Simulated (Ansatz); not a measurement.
## CoSi: single-point calculation (part 1 of 2)

The run: single-point calculation of CoSi (4 atoms in the cell). Method and program: DFT, PBE, PAW with Ansatz's default frozen-core files, scalar-relativistic, spin-polarised (Ansatz 0.2.0).

The structure derives from a Materials Project entry. It belongs to a series of runs on one base structure; here: moments start +-, PAW files. Figures and captions count atoms from 1; the log counts them from 0 in places.

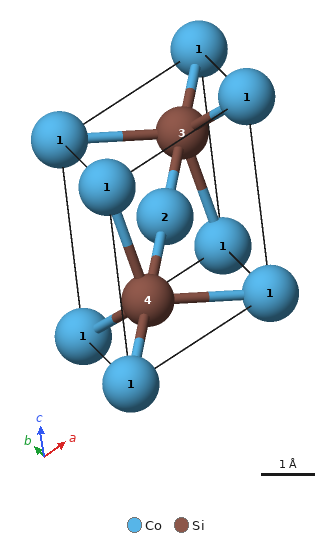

Fig. 1: The structure as given in the input (ball-and-stick view of the reduced cell, seen slightly off an axis; atoms are numbered from 1 in the order of the input). Near neighbours in the crystal (not all of them lie inside the picture): Co has 8 Si at 2.41 Å; Si has 8 Co at 2.41 Å.

**Key numbers**

| quantity | value |
| --- | --- |
| outcome | converged |
| space group (tolerance 0.01 Å) | Pm-3m (221) |
| electrons treated | 42 |
| free energy | −11525.4802 eV |
| Fermi energy | 17.355 eV |
| net moment of the cell | 0.00 μB |
| integrated absolute moment | 0.00 μB |
| pressure | −0.64 GPa |
| largest force (length of the vector) | under 0.001 eV/Å |
| hardware | 2 threads of Intel Xeon (Sapphire Rapids), 16 GiB of memory available, shared host |
| wall time | 12 s (CPU time 22 s) |
| peak memory | 0.51 GiB |

The electronic state found may not be the lowest one. Warnings of the run: a screening estimate came out negative during mixing; some starting moments were not kept.

**The input**
```yaml
crystal:
  lattice:
    - [2.781334, 2.781334, 0.0]
    - [2.781334, 0.0, 2.781334]
    - [2.781334, 0.0, -2.781334]
  atoms:
    - { symbol: Co, position: [0.0, 0.0, 0.0], spin: 0.6 }
    - { symbol: Co, position: [0.0, 0.5, 0.5], spin: -0.6 }
    - { symbol: Si, position: [0.5, 0.25, 0.75] }
    - { symbol: Si, position: [0.5, 0.75, 0.25] }
magnetization:
  spin_polarized: true
kpoints:
  mp_grid: { grid: [13, 13, 13] }
scf:
  occupations: { method: fermi_dirac, width: 0.03 }
  lower_state_search: "off"
hamiltonian:
  xc: pbe
  pseudopotentials: { kind: paw }
output:
  forces: true
  stress: true
  eigenvalues: true
  populations: true
  write_density: true
  write_potential: true
  elf: true
  volumetric_format: npy
```

Run as:
```bash
ansatz run input.yaml --threads 2 --pin off --max-ram 6144MiB --backend cpu --events-out ev --progress --plain --runs-dir out
```

**What the program printed**
```
Engine: ansatz 0.2.0, x86_64-unknown-linux-gnu
Pseudopotentials: kind: paw
Pseudopotential: Co, paw, valence charge 17, recommended cutoff 420 eV (normal), Co.paw.azcp
Pseudopotential: Si, paw, valence charge 4, recommended cutoff 420 eV (normal), Si.paw.azcp
Functional definition: PBE
  parameter kappa = 0.804
  parameter beta = 0.06672455060314922
  exchange = pbe_x(kappa = kappa, mu = beta*pi^2/3)
  correlation = pbe_c(beta = beta)
Crystal: 4 atoms, lattice volume = 43.032 Å³
Basis set: ecut = 420 eV, 869 PW (Γ), exchange–correlation on 54×54×54 points (8 copies of the dense FFT grid, shifted against one another)
Bands: 26, of which v1, the nominal top of the filled ones, is band 21 counted from 1 (20 counted from 0)
Symmetry: 48 space group operations
Space group: Fm-3m (ITA 225), of the structure as read, at distance tolerance 3.5e-5 Å
Magnetic group: BNS 225.121 (UNI 1623), of the structure as read, at distance tolerance 3.5e-5 Å
k-points: 84 of 2197
Non-local potential: Co, projectors of the file, l = 0: 3, l = 1: 2, l = 2: 3, l = 3: 1
Non-local potential: Si, projectors of the file, l = 0: 2, l = 1: 2, l = 2: 2
PAW form: soft (Blöchl's): semilocal exchange-correlation on the pseudo side does not see the compensation charge
PAW one-centre angular grid: Co, 590 points (default); XC on 64 Gauss nodes
PAW one-centre angular grid: Si, 110 points (default); XC on 64 Gauss nodes
Initial density: superposition of atomic densities (chi_scale 0.1, normalization cell)
Starting moments: Σ|m| = 1.2 μB on 2 of 4 sites
Starting magnetic order: antiferromagnet; a translation exchanges its spin sublattices: spin-degenerate at every k-point
Initial wavefunctions: pseudopotential atomic-orbital guess
Functional: x = pbe(κ = 0.804, μ = 0.2195149727645171), c = pbe(β = 0.06672455060314922)
the translation (0, 0.5, 0.5) carries every atom to within crystal.symmetry.tolerance of an atom of its element with the starting moment reversed, but both spin channels are solved: the dense FFT box has an odd point count along it
SCF iter   1: F=—  HF=-11526.398235 eV  |F-HF|=—  |Δ(HF+E_count)|=         —  Δρ=6.56e-2 (↑6.56e-2 ↓6.56e-2)  dr2=5.87e0  dr2_m=4.16e-1  M=-0.000 μB ∫|m|=0.450 μB  β_m=0.30  ethr=3.10e-3  ⟨swp⟩=5.9  Hψ=17624  notcnv=0
preconditioner: auto → Kerker (q_TF=auto, 2.717 Å⁻¹)  [metal: Δε(μ)=0.026 eV  Ē_g=7.198 eV  σ=0.030 eV  W_gap=0.21  n_scr=14 (ndim 8)  ℏωp=28.9 eV  f_vac=0.000  D(μ)=2.71/eV (n_scr^D=26)]
spin=Collinear: Kerker preconditioning applied to the charge; magnetization (m = ρ↑ − ρ↓) channel mixes plain (no charge-response kernel on spin).
SCF iter   2: F=—  HF=-11525.796629 eV  |F-HF|=—  |Δ(HF+E_count)|=   6.02e-1  Δρ=3.66e-2 (↑3.66e-2 ↓3.66e-2)  dr2=7.37e-1  dr2_m=2.32e-1  M=-0.000 μB ∫|m|=0.432 μB  β_m=0.30  ethr=3.10e-3  ⟨swp⟩=2.1  Hψ=8146  notcnv=0  defer=68
SCF iter   3: F=—  HF=-11525.655033 eV  |F-HF|=—  |Δ(HF+E_count)|=   1.42e-1  Δρ=2.53e-2 (↑2.53e-2 ↓2.53e-2)  dr2=5.43e-1  dr2_m=1.72e-1  M=0.000 μB ∫|m|=0.364 μB  β_m=0.30  ethr=1.75e-3  ⟨swp⟩=2.8  Hψ=7645  notcnv=0  defer=54
SCF iter   4: F=—  HF=-11525.462798 eV  |F-HF|=—  |Δ(HF+E_count)|=   1.92e-1  Δρ=1.81e-2 (↑1.79e-2 ↓1.81e-2)  dr2=8.29e-2  dr2_m=1.06e-1  M=-0.000 μB ∫|m|=0.333 μB  β_m=0.30  ethr=1.29e-3  ⟨swp⟩=2.1  Hψ=7326  notcnv=0  defer=54
SCF iter   5: F=—  HF=-11525.464321 eV  |F-HF|=—  |Δ(HF+E_count)|=   1.52e-3  Δρ=1.47e-2 (↑1.47e-2 ↓1.45e-2)  dr2=1.31e-2  dr2_m=8.01e-2  M=0.000 μB ∫|m|=0.285 μB  β_m=0.30  ethr=1.97e-4  ⟨swp⟩=2.2  Hψ=6418  notcnv=0  defer=42
SCF iter   6: F=—  HF=-11525.466129 eV  |F-HF|=—  |Δ(HF+E_count)|=   1.81e-3  Δρ=1.33e-2 (↑1.12e-2 ↓1.33e-2)  dr2=4.13e-3  dr2_m=5.90e-2  M=-0.001 μB ∫|m|=0.246 μB  β_m=0.30  ethr=3.11e-5  ⟨swp⟩=2.0  Hψ=8682  notcnv=0  defer=40
SCF iter   7: F=—  HF=-11525.469267 eV  |F-HF|=—  |Δ(HF+E_count)|=   3.14e-3  Δρ=1.07e-2 (↑1.07e-2 ↓1.04e-2)  dr2=1.95e-4  dr2_m=4.37e-2  M=-0.000 μB ∫|m|=0.212 μB  β_m=0.30  ethr=9.84e-6  ⟨swp⟩=1.6  Hψ=5104  notcnv=0  defer=40
SCF iter   8: F=—  HF=-11525.472285 eV  |F-HF|=—  |Δ(HF+E_count)|=   3.02e-3  Δρ=9.15e-3 (↑9.11e-3 ↓9.15e-3)  dr2=1.18e-3  dr2_m=3.24e-2  M=-0.001 μB ∫|m|=0.182 μB  β_m=0.30  ethr=4.63e-7  ⟨swp⟩=2.0  Hψ=7730  notcnv=0  defer=40
Mixer restart at iter 8: flushing history
spin-set hold released at iteration 8 (site moments contracting): the magnetisation degrees of freedom join the quasi-Newton model from the next iteration; the mixer history was flushed
SCF iter   9: F=—  HF=-11525.474521 eV  |F-HF|=—  |Δ(HF+E_count)|=   2.24e-3  Δρ=7.81e-3 (↑7.81e-3 ↓7.76e-3)  dr2=2.50e-4  dr2_m=2.38e-2  M=-0.001 μB ∫|m|=0.157 μB  β_m=0.41  ethr=4.63e-7  ⟨swp⟩=2.0  Hψ=8221  notcnv=0  defer=40
SCF iter  10: F=—  HF=-11525.480477 eV  |F-HF|=—  |Δ(HF+E_count)|=   5.96e-3  Δρ=5.23e-3 (↑4.18e-3 ↓5.23e-3)  dr2=1.19e-2  dr2_m=4.65e-3  M=-0.001 μB ∫|m|=0.071 μB  β_m=0.45  ethr=4.63e-7  ⟨swp⟩=2.8  Hψ=9146  notcnv=0  defer=40
SCF iter  11: F=—  HF=-11525.479993 eV  |F-HF|=—  |Δ(HF+E_count)|=   4.84e-4  Δρ=1.14e-3 (↑1.14e-3 ↓9.05e-4)  dr2=1.09e-3  dr2_m=2.41e-5  M=-0.001 μB ∫|m|=0.007 μB  β_m=0.57  ethr=4.63e-7  ⟨swp⟩=2.9  Hψ=9299  notcnv=0  defer=40
SCF iter  12: F=—  HF=-11525.480342 eV  |F-HF|=—  |Δ(HF+E_count)|=   3.49e-4  Δρ=1.90e-3 (↑1.78e-3 ↓1.90e-3)  dr2=4.08e-3  dr2_m=7.42e-6  M=-0.001 μB ∫|m|=0.004 μB  β_m=0.43  ethr=4.63e-7  ⟨swp⟩=2.0  Hψ=8284  notcnv=0  defer=40  recentre
SCF iter  13: F=—  HF=-11525.480107 eV  |F-HF|=—  |Δ(HF+E_count)|=   2.35e-4  Δρ=6.42e-4 (↑6.42e-4 ↓5.57e-4)  dr2=3.59e-4  dr2_m=7.69e-6  M=-0.001 μB ∫|m|=0.004 μB  β_m=0.71  ethr=4.63e-7  ⟨swp⟩=2.3  Hψ=7964  notcnv=0  defer=40
SCF iter  14: F=—  HF=-11525.480181 eV  |F-HF|=—  |Δ(HF+E_count)|=   7.42e-5  Δρ=3.41e-4 (↑3.41e-4 ↓2.93e-4)  dr2=1.26e-4  dr2_m=6.94e-7  M=-0.002 μB ∫|m|=0.002 μB  β_m=0.71  ethr=4.63e-7  ⟨swp⟩=2.0  Hψ=7852  notcnv=0  defer=40
SCF iter  15: F=—  HF=-11525.480164 eV  |F-HF|=—  |Δ(HF+E_count)|=   1.65e-5  Δρ=7.21e-5 (↑1.66e-5 ↓7.21e-5)  dr2=1.34e-6  dr2_m=5.07e-7  M=-0.002 μB ∫|m|=0.003 μB  β_m=0.85  ethr=3.00e-7  ⟨swp⟩=2.0  Hψ=5299  notcnv=0  defer=40
SCF iter  16: F=—  HF=-11525.480170 eV  |F-HF|=—  |Δ(HF+E_count)|=   5.84e-6  Δρ=4.95e-5 (↑4.63e-5 ↓4.95e-5)  dr2=4.37e-9  dr2_m=9.03e-7  M=-0.003 μB ∫|m|=0.003 μB  β_m=0.93  ethr=2.38e-10  ⟨swp⟩=7.0  Hψ=27763  notcnv=0
SCF iter  17: F=—  HF=-11525.480170 eV  |F-HF|=—  |Δ(HF+E_count)|=   1.21e-8  Δρ=5.99e-5 (↑3.59e-5 ↓5.99e-5)  dr2=1.75e-7  dr2_m=8.97e-7  M=-0.003 μB ∫|m|=0.003 μB  β_m=0.93  ethr=1.04e-11  ⟨swp⟩=6.9  Hψ=22234  notcnv=0
SCF iter  18: F=—  HF=-11525.480171 eV  |F-HF|=—  |Δ(HF+E_count)|=   3.42e-7  Δρ=6.61e-5 (↑6.61e-5 ↓6.35e-5)  dr2=2.33e-9  dr2_m=1.65e-6  M=-0.005 μB ∫|m|=0.005 μB  β_m=0.96  ethr=1.04e-11  ⟨swp⟩=5.0  Hψ=25154  notcnv=0
SCF iter  19: F=—  HF=-11525.480170 eV  |F-HF|=—  |Δ(HF+E_count)|=   6.02e-7  Δρ=3.53e-5 (↑3.53e-5 ↓2.19e-5)  dr2=5.39e-8  dr2_m=3.18e-7  M=-0.002 μB ∫|m|=0.002 μB  β_m=0.98  ethr=5.55e-12  ⟨swp⟩=8.3  Hψ=26108  notcnv=0
iter 20 did not close the SCF: its close was put off for a magnetic moment that had not settled (scf_convergence_deferred on its scf_iter line)
SCF iter  20: F=-11525.480170 eV  HF=-11525.480170 eV  |F-HF|=3.48e-9  |Δ(HF+E_count)|=   1.44e-7  Δρ=6.37e-6 (↑6.37e-6 ↓4.36e-6)  dr2=4.83e-9  dr2_m=1.03e-8  M=-0.000 μB ∫|m|=0.000 μB  β_m=0.99  ethr=5.55e-12  ⟨swp⟩=7.9  Hψ=25143  notcnv=0
iter 21 did not close the SCF: its close was put off for a magnetic moment that had not settled (scf_convergence_deferred on its scf_iter line)
SCF iter  21: F=-11525.480170 eV  HF=-11525.480170 eV  |F-HF|=1.25e-9  |Δ(HF+E_count)|=   4.87e-9  Δρ=1.14e-6 (↑1.14e-6 ↓1.05e-6)  dr2=1.33e-9  dr2_m=7.59e-11  M=-0.000 μB ∫|m|=0.000 μB  β_m=0.80  ethr=5.55e-12  ⟨swp⟩=4.6  Hψ=23015  notcnv=0
SCF iter  22: F=-11525.480170 eV  HF=-11525.480170 eV  |F-HF|=1.56e-10  |Δ(HF+E_count)|=  9.82e-11  Δρ=3.63e-7 (↑3.45e-7 ↓3.63e-7)  dr2=1.64e-10  dr2_m=1.40e-12  M=-0.000 μB ∫|m|=0.000 μB  ethr=3.17e-12  ⟨swp⟩=4.3  Hψ=18995  notcnv=0
WARN: the starting moments were not kept: the SCF closed with an absolute magnetisation of 4.1e-6 μB, where they sum to 1.2 μB in size (2 sites). That is at most 0.1 of that sum. Measured as dr2_m measures the in/out step, that magnetisation stands 1.5e-11 eV from none, at or under the dr2_threshold of 1.0e-7 eV: it is no larger than a step whose dr2_m would equal this threshold. The system may hold no moment; this SCF shows only that its start led to no more than that. To try another start: raise the starting moments (crystal.atoms[].spin, magnetization.per_species, magnetization.initial_magnetization, or on a non-collinear deck that types none of these the spinor_matrix: blocks that start its atoms; where the total moment is fixed, keep their sum and leave initial_magnetization as it is; typed ones take the place of any that the run laid by itself, positive ones on a crystal's lanthanoids without a Hubbard term where scf.initial_density.shell_occupations: [] is typed) or, if the notice of its spin-set hold's release reads "site moments contracting" or "site moments show no strong build", lengthen the hold (scf.mixing.spin_hold: { on: { confirm: 4 } }; for m-r²SCAN on two components see the key's manual first). Each may lead to a state that holds a moment. A second SCF, from the converged charge density, with the starting moments and any scf.initial_density.shell_occupations laid on it anew, would have followed, and was not run: the deck does not ask for one (magnetization.retry_lost_moments is false, the default). To let it run, set magnetization.retry_lost_moments: true and run the deck again, where that key's refused combinations let it; where memory then withholds it, that run's warning says so.
The SCF converged. Along the directions that its mixing steps explored, a Ritz value of the dielectric operator 1 − χ₀K read negative at each of the last 4 readings (its real part and the size of its imaginary part sum to between -0.33 and -0.33).
SCF 1 converged in 22 iterations: F = -11525.480170 eV  dr2 = 1.64e-10
  greatest PAW one-centre occupation: 1.000 electrons in one spin orbital (limit 2), on the Co atom at site 1 (counted from 0), in its partial waves of l = 1
```
